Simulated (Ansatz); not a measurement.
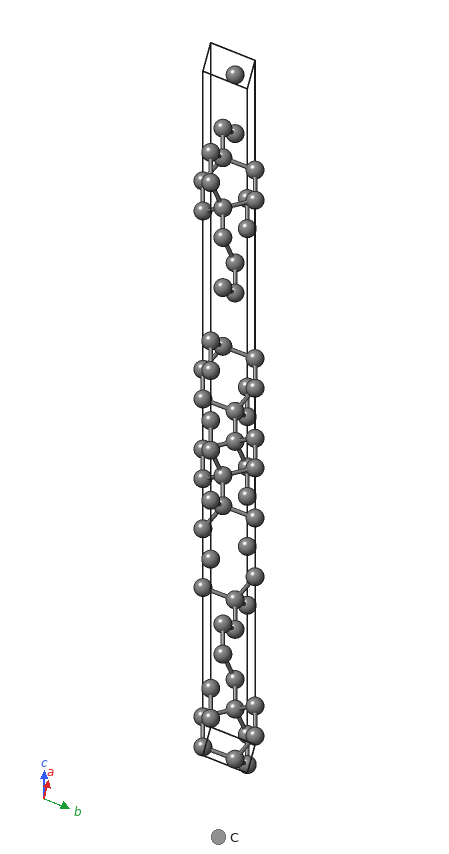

View from a general direction, drawn as a ball-and-stick model. The frame is the conventional unit cell; atoms at its boundary are shown with their periodic copies.

C, space group R3m (No. 160), a = 2.49 Å, b = 2.49 Å, c = 35.26 Å, α = 90.00°, β = 90.00°, γ = 120.00°.

Run with DFT LDA, scalar-relativistic, plane waves, PAW (Ansatz) and these settings: a cutoff energy of 420 eV, k-points about 0.29 Å⁻¹ apart, Gaussian smearing of 0.05 eV, no spin polarisation.

**What is the band gap, if any?**

A semiconductor at this level, with a gap of 0.41 eV on the k-mesh (the true edges may lie between mesh points, so the gap can be somewhat smaller).

**What pressure does the calculation give for this cell?**

The computed pressure is -7.6 GPa (stretched: it would shrink). The stress isn't hydrostatic: its largest component is 18.1 GPa.

The structure comes from an entry, possibly a prediction, of the Crystallography Open Database. The cell was then strained or its atoms displaced on purpose. A calculation with Ansatz used it as input.

At this level of theory the run's own cell isn't at rest (stretched, at -8 GPa and forces up to 4.0 eV/Å), so its distances can differ from those at equilibrium, the more so the softer the solid.
